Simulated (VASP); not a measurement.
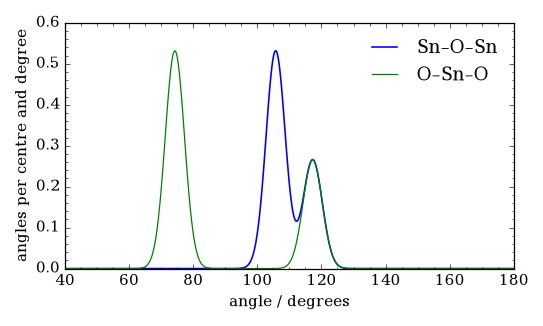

Bond-angle distributions computed from the structure of SnO; each angle is a Gaussian of σ = 3.0°. Bonds counted: O–Sn up to 2.50 Å. It is based on the geometry relaxed with VASP Kohn-Sham DFT of a periodic cell, PBEsol, VASP PAW PBE potentials, recommended (VASP).

Q: Where do the angles cluster?

A: Sn–O–Sn: 106° (4 per centre); 117° (2 per centre)
O–Sn–O: 74° (4 per centre); 117° (2 per centre)

Q: What coordination geometry do the angles point to, counting the bonds named above alone?

A: O has 4 Sn neighbours in a tetrahedral arrangement (distorted).

The structure has space group P4/nmm (No. 129); other forms of this composition would give other results.
